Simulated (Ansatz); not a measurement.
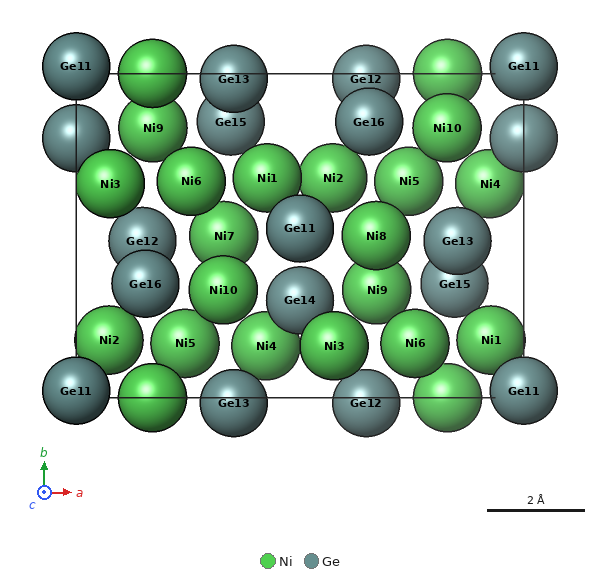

*The structure as given in the input (spheres-only view of the cell 2 times as large as that of the calculation, set on its symmetry axes, along the c axis; atoms are numbered from 1 in the order of the input). An atom can appear more than once, as a periodic image.*

# Single-point calculation of Ni5Ge3 (part 1 of 2)

Ni5Ge3 (C2, 16 atoms in the cell), computed with DFT r2SCAN, scalar-relativistic, plane waves, PAW, spin-polarised (Ansatz 0.2.0).

The structure derives from a Materials Project entry. Figures and captions count atoms from 1; the log counts them from 0 in places.

## Output
```
Engine: ansatz 0.2.0, x86_64-unknown-linux-gnu
Pseudopotentials: kind: paw
Pseudopotential: Ni, paw, valence charge 18, recommended cutoff 500 eV (meta_gga), Ni.paw.azcp
Pseudopotential: Ge, paw, valence charge 14, recommended cutoff 500 eV (meta_gga), Ge.paw.azcp
Functional definition: r2SCAN
  parameter k0 = 0.174
  parameter k1 = 0.065
  parameter a1 = 4.9479
  exchange = r2scan_x(k0 = k0, k1 = k1, a1 = a1)
  correlation = r2scan_c
Crystal: 16 atoms, lattice volume = 198.437 Å³
Basis set: ecut = 500 eV, 5055 PW (Γ), exchange–correlation on 192×192×192 points (64 copies of the dense FFT grid, shifted against one another)
Bands: 171, of which v1, the nominal top of the filled ones, is band 132 counted from 1 (131 counted from 0)
Symmetry: 2 space group operations
Space group: C2 (ITA 5), of the structure as read, at distance tolerance 5.8e-5 Å
Magnetic group: BNS 5.13 (UNI 20), of the structure as read, at distance tolerance 5.8e-5 Å
k-points: 24 of 64 (time reversal used)
Non-local potential: Ni, projectors of the file, l = 0: 3, l = 1: 2, l = 2: 3, l = 3: 1
Non-local potential: Ge, projectors of the file, l = 0: 2, l = 1: 2, l = 2: 3, l = 3: 1
PAW form: soft (Blöchl's): semilocal exchange-correlation on the pseudo side does not see the compensation charge
PAW frozen core: Ni, regenerated for the run's functional (the file was generated under x = pbe(κ = 0.804, μ = 0.2195149727645171), c = pbe(β = 0.06672455060314922))
PAW frozen core: Ge, regenerated for the run's functional (the file was generated under x = pbe(κ = 0.804, μ = 0.2195149727645171), c = pbe(β = 0.06672455060314922))
PAW one-centre angular grid: Ni, 590 points (default); XC on 160 Gauss nodes
PAW one-centre angular grid: Ge, 590 points (default); XC on 160 Gauss nodes
Initial density: superposition of atomic densities (chi_scale 0.1, normalization cell)
Starting moments: Σ|m| = 20 μB on 10 of 16 sites
Initial wavefunctions: pseudopotential atomic-orbital guess
Functional: x = r2scan, c = r2scan; τ floored in thin density (d = 2e-4 eV/Å³)
SCF iter   1: F=-84250.939894 eV  HF=-84271.661852 eV  |F-HF|=2.07e1  |Δ(HF+E_count)|=         —  Δρ=2.08e-1 (↑8.05e-2 ↓2.08e-1)  dr2=3.41e1  dr2_τ=4.27e-1  dr2_m=3.64e1  M=4.386 μB ∫|m|=6.682 μB  β_m=0.30  ethr=3.10e-3  ⟨swp⟩=5.5  Hψ=27182  notcnv=0  defer=127
preconditioner: auto → Kerker (q_TF=auto, 2.861 Å⁻¹)  [metal: Δε(μ)=0.063 eV  Ē_g=17.637 eV  σ=0.100 eV  W_gap=0.32  n_scr=64 (ndim 8)  ℏωp=35.8 eV  f_vac=0.000  D(μ)=3.47/eV (n_scr^D=14)]
spin=Collinear: Kerker preconditioning applied to the charge; magnetization (m = ρ↑ − ρ↓) channel mixes plain (no charge-response kernel on spin).
SCF iter   2: F=-84271.465611 eV  HF=-84268.757147 eV  |F-HF|=2.71e0  |Δ(HF+E_count)|=    2.90e0  Δρ=1.36e-1 (↑1.24e-1 ↓1.36e-1)  dr2=3.91e0  dr2_τ=1.07e-1  dr2_m=3.04e1  M=5.450 μB ∫|m|=8.071 μB  β_m=0.42  ethr=3.10e-3  ⟨swp⟩=3.0  Hψ=13242  notcnv=0  defer=1292
Mixer restart at iter 2: flushing history
spin-set hold released at iteration 2 (the charge has settled, or the pull on large starting moments outlasts its swing): the magnetisation degrees of freedom join the quasi-Newton model from the next iteration; the mixer history was flushed
SCF iter   3: F=-84271.688850 eV  HF=-84270.990761 eV  |F-HF|=6.98e-1  |Δ(HF+E_count)|=    2.23e0  Δρ=9.90e-2 (↑7.70e-2 ↓9.90e-2)  dr2=3.92e0  dr2_τ=5.38e-2  dr2_m=1.38e1  M=4.600 μB ∫|m|=7.065 μB  β_m=1.20  ethr=1.48e-3  ⟨swp⟩=2.0  Hψ=9752  notcnv=0  defer=1292  κ⁻¹=1.0e0(r=1)
SCF iter   4: F=-84273.666358 eV  HF=-84271.553002 eV  |F-HF|=2.11e0  |Δ(HF+E_count)|=   5.62e-1  Δρ=1.24e-2 (↑1.07e-2 ↓1.24e-2)  dr2=8.93e-1  dr2_τ=3.04e-3  dr2_m=3.70e-2  M=3.267 μB ∫|m|=4.756 μB  β_m=1.06  ethr=1.48e-3  ⟨swp⟩=2.7  Hψ=11066  notcnv=0  defer=1292  κ⁻¹=4.8e-2(r=2)
SCF iter   5: F=-84273.864173 eV  HF=-84272.935319 eV  |F-HF|=9.29e-1  |Δ(HF+E_count)|=    1.38e0  Δρ=1.03e-2 (↑9.33e-3 ↓1.03e-2)  dr2=7.23e-1  dr2_τ=5.98e-4  dr2_m=7.88e-2  M=2.845 μB ∫|m|=4.098 μB  β_m=1.20  ethr=3.38e-4  ⟨swp⟩=2.2  Hψ=13373  notcnv=0  defer=1278  κ⁻¹=1.6e-2(r=3)
SCF iter   6: F=-84274.191187 eV  HF=-84273.674205 eV  |F-HF|=5.17e-1  |Δ(HF+E_count)|=   7.39e-1  Δρ=8.69e-3 (↑8.69e-3 ↓8.04e-3)  dr2=3.91e-1  dr2_τ=5.47e-4  dr2_m=7.89e-2  M=2.370 μB ∫|m|=3.359 μB  β_m=1.20  ethr=2.74e-4  ⟨swp⟩=2.2  Hψ=12596  notcnv=0  defer=1273  κ⁻¹=3.2e-3(r=4)
SCF iter   7: F=-84274.491798 eV  HF=-84274.549466 eV  |F-HF|=5.77e-2  |Δ(HF+E_count)|=   8.75e-1  Δρ=1.01e-2 (↑1.01e-2 ↓4.50e-3)  dr2=2.21e-1  dr2_τ=5.94e-4  dr2_m=3.82e-2  M=0.689 μB ∫|m|=0.928 μB  β_m=1.20  ethr=1.48e-4  ⟨swp⟩=2.6  Hψ=14453  notcnv=0  defer=1271  κ⁻¹=6.1e-4(r=5)
SCF iter   8: F=-84274.527336 eV  HF=-84274.561853 eV  |F-HF|=3.45e-2  |Δ(HF+E_count)|=   1.24e-2  Δρ=6.96e-3 (↑6.96e-3 ↓3.94e-3)  dr2=1.57e-1  dr2_τ=3.09e-4  dr2_m=7.51e-3  M=0.576 μB ∫|m|=0.781 μB  β_m=0.30  ethr=8.39e-5  ⟨swp⟩=1.0  Hψ=8394  notcnv=0  defer=1269  κ⁻¹=2.9e-4(r=6)
SCF iter   9: F=-84274.564627 eV  HF=-84274.573424 eV  |F-HF|=8.80e-3  |Δ(HF+E_count)|=   1.16e-2  Δρ=4.18e-3 (↑3.14e-3 ↓4.18e-3)  dr2=7.40e-2  dr2_τ=1.64e-4  dr2_m=2.81e-3  M=0.419 μB ∫|m|=0.634 μB  β_m=0.30  ethr=5.96e-5  ⟨swp⟩=1.0  Hψ=7131  notcnv=0  defer=1269  κ⁻¹=2.1e-4(r=7)
SCF iter  10: F=-84274.595677 eV  HF=-84274.581280 eV  |F-HF|=1.44e-2  |Δ(HF+E_count)|=   7.86e-3  Δρ=2.91e-3 (↑2.91e-3 ↓1.67e-3)  dr2=1.40e-2  dr2_τ=6.99e-5  dr2_m=5.08e-3  M=0.140 μB ∫|m|=0.344 μB  β_m=1.20  ethr=2.80e-5  ⟨swp⟩=2.0  Hψ=10460  notcnv=0  defer=1269  κ⁻¹=1.2e-5(r=8)
SCF iter  11: F=-84274.602213 eV  HF=-84274.592972 eV  |F-HF|=9.24e-3  |Δ(HF+E_count)|=   1.17e-2  Δρ=2.31e-3 (↑1.27e-3 ↓2.31e-3)  dr2=3.20e-3  dr2_τ=5.48e-5  dr2_m=5.23e-3  M=0.141 μB ∫|m|=0.259 μB  β_m=1.20  ethr=5.28e-6  ⟨swp⟩=2.0  Hψ=14379  notcnv=0  defer=1267  κ⁻¹=9.5e-6(r=8)
SCF iter  12: F=-84274.601212 eV  HF=-84274.602839 eV  |F-HF|=1.63e-3  |Δ(HF+E_count)|=   9.87e-3  Δρ=1.42e-3 (↑1.05e-3 ↓1.42e-3)  dr2=7.74e-3  dr2_τ=1.33e-5  dr2_m=1.80e-4  M=0.088 μB ∫|m|=0.195 μB  β_m=0.75  ethr=1.21e-6  ⟨swp⟩=2.0  Hψ=13478  notcnv=0  defer=1267  κ⁻¹=6.2e-4(r=8)
SCF iter  13: F=-84274.602953 eV  HF=-84274.603798 eV  |F-HF|=8.45e-4  |Δ(HF+E_count)|=   9.58e-4  Δρ=8.75e-4 (↑8.75e-4 ↓7.23e-4)  dr2=3.44e-3  dr2_τ=5.39e-6  dr2_m=8.99e-5  M=0.073 μB ∫|m|=0.169 μB  β_m=0.58  ethr=1.21e-6  ⟨swp⟩=1.6  Hψ=9747  notcnv=0  defer=1267  κ⁻¹=4.6e-4(r=8)
SCF iter  14: F=-84274.604495 eV  HF=-84274.603580 eV  |F-HF|=9.15e-4  |Δ(HF+E_count)|=   2.17e-4  Δρ=4.42e-4 (↑2.95e-4 ↓4.42e-4)  dr2=2.37e-4  dr2_τ=1.81e-6  dr2_m=1.55e-4  M=0.060 μB ∫|m|=0.139 μB  β_m=0.87  ethr=1.21e-6  ⟨swp⟩=2.2  Hψ=10333  notcnv=0  defer=1267  κ⁻¹=2.3e-4(r=8)
SCF iter  15: F=-84274.604759 eV  HF=-84274.604171 eV  |F-HF|=5.88e-4  |Δ(HF+E_count)|=   5.91e-4  Δρ=2.36e-4 (↑1.97e-4 ↓2.36e-4)  dr2=8.18e-5  dr2_τ=6.37e-7  dr2_m=4.12e-5  M=0.043 μB ∫|m|=0.103 μB  β_m=1.20  ethr=8.97e-8  ⟨swp⟩=2.0  Hψ=13249  notcnv=0  defer=1267  κ⁻¹=5.5e-4(r=8)
SCF iter  16: F=-84274.604687 eV  HF=-84274.604307 eV  |F-HF|=3.80e-4  |Δ(HF+E_count)|=   1.36e-4  Δρ=1.72e-4 (↑1.48e-4 ↓1.72e-4)  dr2=8.49e-5  dr2_τ=2.79e-7  dr2_m=1.26e-5  M=0.033 μB ∫|m|=0.085 μB  β_m=0.95  ethr=3.10e-8  ⟨swp⟩=2.0  Hψ=12607  notcnv=0  defer=1267  κ⁻¹=4.2e-4(r=8)
SCF iter  17: F=-84274.604778 eV  HF=-84274.604494 eV  |F-HF|=2.83e-4  |Δ(HF+E_count)|=   1.87e-4  Δρ=1.27e-4 (↑1.27e-4 ↓1.02e-4)  dr2=1.39e-5  dr2_τ=1.28e-7  dr2_m=1.29e-5  M=0.036 μB ∫|m|=0.076 μB  β_m=1.11  ethr=3.10e-8  ⟨swp⟩=2.0  Hψ=13309  notcnv=0  defer=1267  κ⁻¹=3.3e-5(r=8)
SCF iter  18: F=-84274.604808 eV  HF=-84274.604603 eV  |F-HF|=2.05e-4  |Δ(HF+E_count)|=   1.09e-4  Δρ=1.01e-4 (↑1.01e-4 ↓8.27e-5)  dr2=8.20e-6  dr2_τ=6.53e-8  dr2_m=9.55e-6  M=0.036 μB ∫|m|=0.067 μB  β_m=1.20  ethr=5.27e-9  ⟨swp⟩=2.0  Hψ=13293  notcnv=0  defer=1267  κ⁻¹=7.6e-5(r=8)
SCF iter  19: F=-84274.604832 eV  HF=-84274.604682 eV  |F-HF|=1.49e-4  |Δ(HF+E_count)|=   7.91e-5  Δρ=8.04e-5 (↑8.04e-5 ↓6.11e-5)  dr2=5.42e-6  dr2_τ=3.59e-8  dr2_m=6.10e-6  M=0.032 μB ∫|m|=0.058 μB  β_m=1.20  ethr=3.11e-9  ⟨swp⟩=2.0  Hψ=13149  notcnv=0  defer=1267  κ⁻¹=8.6e-5(r=8)
SCF iter  20: F=-84274.604875 eV  HF=-84274.604820 eV  |F-HF|=5.51e-5  |Δ(HF+E_count)|=   1.37e-4  Δρ=4.16e-5 (↑4.15e-5 ↓4.16e-5)  dr2=1.48e-6  dr2_τ=1.35e-8  dr2_m=2.59e-6  M=0.022 μB ∫|m|=0.039 μB  β_m=1.20  ethr=2.05e-9  ⟨swp⟩=2.4  Hψ=13424  notcnv=0  defer=1267  κ⁻¹=4.0e-5(r=8)
SCF iter  21: F=-84274.604886 eV  HF=-84274.604853 eV  |F-HF|=3.36e-5  |Δ(HF+E_count)|=   3.30e-5  Δρ=3.66e-5 (↑2.85e-5 ↓3.66e-5)  dr2=1.09e-6  dr2_τ=7.09e-9  dr2_m=1.59e-6  M=0.018 μB ∫|m|=0.031 μB  β_m=1.20  ethr=5.60e-10  ⟨swp⟩=2.5  Hψ=13338  notcnv=0  defer=1267  κ⁻¹=5.4e-5(r=8)
SCF iter  22: F=-84274.604894 eV  HF=-84274.604876 eV  |F-HF|=1.86e-5  |Δ(HF+E_count)|=   2.28e-5  Δρ=2.83e-5 (↑2.83e-5 ↓2.27e-5)  dr2=9.37e-7  dr2_τ=4.57e-9  dr2_m=8.89e-7  M=0.015 μB ∫|m|=0.024 μB  β_m=1.20  ethr=4.13e-10  ⟨swp⟩=2.4  Hψ=13252  notcnv=0  defer=1267  κ⁻¹=9.5e-4(r=8)
SCF iter  23: F=-84274.604900 eV  HF=-84274.604890 eV  |F-HF|=9.86e-6  |Δ(HF+E_count)|=   1.48e-5  Δρ=2.21e-5 (↑1.33e-5 ↓2.21e-5)  dr2=3.47e-7  dr2_τ=3.36e-9  dr2_m=4.72e-7  M=0.011 μB ∫|m|=0.018 μB  β_m=1.20  ethr=3.55e-10  ⟨swp⟩=2.3  Hψ=13288  notcnv=0  defer=1267  κ⁻¹=3.3e-4(r=8)
SCF iter  24: F=-84274.604904 eV  HF=-84274.604900 eV  |F-HF|=4.21e-6  |Δ(HF+E_count)|=   9.77e-6  Δρ=1.46e-5 (↑1.25e-5 ↓1.46e-5)  dr2=2.40e-7  dr2_τ=2.44e-9  dr2_m=2.00e-7  M=0.008 μB ∫|m|=0.011 μB  β_m=1.20  ethr=1.31e-10  ⟨swp⟩=3.0  Hψ=18116  notcnv=0  defer=1267  κ⁻¹=1.3e-3(r=8)
SCF iter  25: F=-84274.604905 eV  HF=-84274.604902 eV  |F-HF|=2.92e-6  |Δ(HF+E_count)|=   2.31e-6  Δρ=1.15e-5 (↑1.03e-5 ↓1.15e-5)  dr2=1.22e-7  dr2_τ=1.49e-9  dr2_m=1.37e-7  M=0.007 μB ∫|m|=0.009 μB  β_m=1.20  ethr=9.10e-11  ⟨swp⟩=2.0  Hψ=13023  notcnv=0  defer=1267  κ⁻¹=4.4e-3(r=8)
SCF iter  26: F=-84274.604907 eV  HF=-84274.604905 eV  |F-HF|=1.19e-6  |Δ(HF+E_count)|=   3.00e-6  Δρ=6.63e-6 (↑6.23e-6 ↓6.63e-6)  dr2=5.47e-8  dr2_τ=4.53e-10  dr2_m=5.15e-8  M=0.004 μB ∫|m|=0.006 μB  β_m=1.20  ethr=3.79e-11  ⟨swp⟩=11.3  Hψ=47382  notcnv=0  κ⁻¹=6.1e-3(r=8)
SCF iter  27: F=-84274.604907 eV  HF=-84274.604906 eV  |F-HF|=6.23e-7  |Δ(HF+E_count)|=   9.17e-7  Δρ=4.85e-6 (↑4.73e-6 ↓4.85e-6)  dr2=3.15e-8  dr2_τ=2.63e-10  dr2_m=3.01e-8  M=0.003 μB ∫|m|=0.005 μB  β_m=1.20  ethr=2.07e-11  ⟨swp⟩=4.4  Hψ=28410  notcnv=0  κ⁻¹=1.0e-3(r=8)
SCF iter  28: F=-84274.604907 eV  HF=-84274.604907 eV  |F-HF|=2.98e-7  |Δ(HF+E_count)|=   5.75e-7  Δρ=3.71e-6 (↑3.71e-6 ↓3.19e-6)  dr2=3.21e-8  dr2_τ=1.42e-10  dr2_m=1.27e-8  M=0.002 μB ∫|m|=0.003 μB  β_m=1.20  ethr=1.19e-11  ⟨swp⟩=4.6  Hψ=29506  notcnv=0  κ⁻¹=2.9e-3(r=8)
iter 29 did not close the SCF: its close was put off for a magnetic moment that had not settled (scf_convergence_deferred on its scf_iter line)
SCF iter  29: F=-84274.604907 eV  HF=-84274.604907 eV  |F-HF|=1.00e-7  |Δ(HF+E_count)|=   3.92e-7  Δρ=2.00e-6 (↑2.00e-6 ↓1.46e-6)  dr2=6.56e-9  dr2_τ=4.07e-11  dr2_m=3.54e-9  M=0.001 μB ∫|m|=0.002 μB  β_m=1.20  ethr=1.19e-11  ⟨swp⟩=4.9  Hψ=31199  notcnv=0  κ⁻¹=7.4e-4(r=8)
iter 30 did not close the SCF: its close was put off for a magnetic moment that had not settled (scf_convergence_deferred on its scf_iter line)
SCF iter  30: F=-84274.604908 eV  HF=-84274.604907 eV  |F-HF|=5.07e-8  |Δ(HF+E_count)|=   9.38e-8  Δρ=1.42e-6 (↑1.42e-6 ↓1.11e-6)  dr2=2.52e-9  dr2_τ=1.87e-11  dr2_m=1.95e-9  M=0.001 μB ∫|m|=0.001 μB  β_m=1.20  ethr=2.48e-12  ⟨swp⟩=2.2  Hψ=26913  notcnv=0  κ⁻¹=8.5e-4(r=8)
iter 31 did not close the SCF: its close was put off for a magnetic moment that had not settled (scf_convergence_deferred on its scf_iter line)
SCF iter  31: F=-84274.604908 eV  HF=-84274.604907 eV  |F-HF|=3.05e-8  |Δ(HF+E_count)|=   3.51e-8  Δρ=1.05e-6 (↑1.05e-6 ↓8.96e-7)  dr2=2.09e-9  dr2_τ=1.16e-11  dr2_m=9.19e-10  M=0.000 μB ∫|m|=0.001 μB  β_m=1.20  ethr=1.00e-12  ⟨swp⟩=2.1  Hψ=22577  notcnv=0  κ⁻¹=2.9e-3(r=8)
iter 32 did not close the SCF: its close was put off for a magnetic moment that had not settled (scf_convergence_deferred on its scf_iter line)
SCF iter  32: F=-84274.604908 eV  HF=-84274.604908 eV  |F-HF|=2.11e-8  |Δ(HF+E_count)|=   1.55e-8  Δρ=7.12e-7 (↑7.00e-7 ↓7.12e-7)  dr2=1.22e-9  dr2_τ=7.10e-12  dr2_m=4.11e-10  M=0.000 μB ∫|m|=0.000 μB  β_m=1.20  ethr=1.00e-12  ⟨swp⟩=2.1  Hψ=22154  notcnv=0  κ⁻¹=1.1e-3(r=8)
iter 33 did not close the SCF: its close was put off for a magnetic moment that had not settled (scf_convergence_deferred on its scf_iter line)
SCF iter  33: F=-84274.604908 eV  HF=-84274.604908 eV  |F-HF|=6.71e-9  |Δ(HF+E_count)|=   1.77e-8  Δρ=5.48e-7 (↑3.88e-7 ↓5.48e-7)  dr2=2.82e-10  dr2_τ=2.79e-12  dr2_m=2.88e-10  M=0.000 μB ∫|m|=0.000 μB  β_m=1.20  ethr=1.00e-12  ⟨swp⟩=2.0  Hψ=22173  notcnv=0  κ⁻¹=7.7e-4(r=8)
SCF iter  34: F=-84274.604908 eV  HF=-84274.604908 eV  |F-HF|=1.47e-9  |Δ(HF+E_count)|=   8.11e-9  Δρ=2.87e-7 (↑2.87e-7 ↓2.14e-7)  dr2=1.90e-10  dr2_τ=1.48e-12  dr2_m=4.37e-11  M=0.000 μB ∫|m|=0.000 μB  ethr=1.00e-12  ⟨swp⟩=2.1  Hψ=22330  notcnv=0
WARN: the starting moments were not kept: the SCF closed with an absolute magnetisation of 1.6e-4 μB, where they sum to 20 μB in size (10 sites). That is at most 0.1 of that sum. Measured as dr2_m measures the in/out step, that magnetisation stands 7.7e-9 eV from none, at or under the dr2_threshold of 1.0e-7 eV: it is no larger than a step whose dr2_m would equal this threshold. The system may hold no moment; this SCF shows only that its start led to no more than that. To try another start: raise the starting moments (crystal.atoms[].spin, magnetization.per_species, magnetization.initial_magnetization, or on a non-collinear deck that types none of these the spinor_matrix: blocks that start its atoms; where the total moment is fixed, keep their sum and leave initial_magnetization as it is; typed ones take the place of any that the run laid by itself, positive ones on a crystal's lanthanoids without a Hubbard term where scf.initial_density.shell_occupations: [] is typed) or, if the notice of its spin-set hold's release reads "site moments contracting" or "site moments show no strong build", lengthen the hold (scf.mixing.spin_hold: { on: { confirm: 4 } }; for m-r²SCAN on two components see the key's manual first). Each may lead to a state that holds a moment. A second SCF, from the converged charge density, with the starting moments and any scf.initial_density.shell_occupations laid on it anew, would have followed, and was not run: the deck does not ask for one (magnetization.retry_lost_moments is false, the default). To let it run, set magnetization.retry_lost_moments: true and run the deck again, where that key's refused combinations let it; where memory then withholds it, that run's warning says so.
SCF 1 converged in 34 iterations: F = -84274.604908 eV  dr2 = 1.90e-10
  greatest PAW one-centre occupation: 1.001 electrons in one spin orbital (limit 2), on the Ni atom at site 5 (counted from 0), in its partial waves of l = 1
```

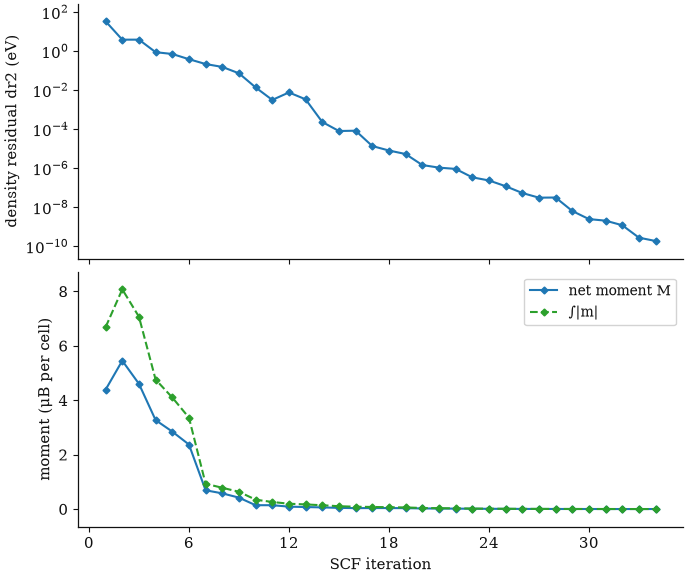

*Convergence of the self-consistent field: density residual dr2 and magnetic moment against the SCF iteration.*

The residual comes down, with one marked jump up, by a factor of about 2.5, at step 12. The net moment goes from 4.4 to 0.0 μB per cell, with excursions between 0.0 and 5.5 on the way, and ∫|m| falls to zero.

```
this state was not tested for a lower state beside it, because the mixer in use, unlike msr1, does not test its closes by its own steps (another_mixer; see scf.mixing.algorithm and scf.lower_state_search)
SCF converged after 34 iterations
Magnetization: 0.0001 μB (132.0000 up, 132.0000 down)
Absolute magnetization: 0.0002 μB (∫|ρ↑−ρ↓|, with the PAW one-centre terms)
Spin contamination: 0.0000 ħ² per cell (⟨S²⟩ above its minimum at these occupations)
Per-site moments (μB) at R_I (Å): [(2.088014018649794e-5, 0.996354470667691), (2.0880140186314874e-5, 0.996354470667691), (9.100376116580127e-6, 0.9885416115189998), (9.100376117091462e-6, 0.9885416115190001), (2.1120444786965835e-5, 1.0149903026023985), (2.1120444787420997e-5, 1.014990302602398), (-8.789875518809458e-6, 0.9694398480157594), (-8.789875518486672e-6, 0.9694398480157592), (-1.0196216648299654e-5, 0.9657640451248317), (-1.0196216647994832e-5, 0.9657640451248316), (-3.438183582534879e-7, 0.9750762141967392), (2.3106247829748884e-8, 0.9657640451248316), (2.3106247652164075e-8, 0.9657640451248317), (-7.006646385089392e-8, 0.9694398480157592), (-1.1909822327506909e-8, 0.9706774031774218), (-1.190982220135795e-8, 0.9706774031774218)]
Free energy (F): -84274.604908 eV
Harris-Foulkes:  -84274.604908 eV  (|F-HF|=1.47e-9)
Internal energy: -84274.572824 eV  (E = F + TS)
E sigma→0 (E₀):  -84274.588866 eV
Entropy (-TS):   -0.032083 eV (-2.005 meV/atom)
Fermi energy:    16.539883 eV
--- Per-component energies (eV) ---
  E_band       = -3663.853187
  E_kinetic    = 3518.995928
  E_local      = -49412.762795  (includes V_loc(G=0)·N_el)
  E_nonlocal   = 8972.562044
  E_hartree    = 21191.205851
  E_xc         = -1205.845195
  E_vxc        = -1583.695391  (∫ρ·V_xc dr)
  E_paw        = -28696.626216  (= ΣΔE_a)
  E_vpaw       = -7651.805395  (= ΣTr[D̂ρ^β])
  E_aug_tail   = 0.002422  (compensation charges beyond the density's cutoff)
  E_vtau       = 110.438204  (kinetic-family band-sum trace: ∫τ·v_τ [+ j·A + Jᵃ·Aᵃ] dr)
  E_ewald      = -38632.589582
  E_core_change = -9.515280  (= ΣΔE_core)
  E_smearing   = -0.032083  (= −TS)
  E_closure    = -0.000000  (closes the sum)
  Σ components = -84274.604908   (vs F -84274.604908, Δ=0.00e0)
```
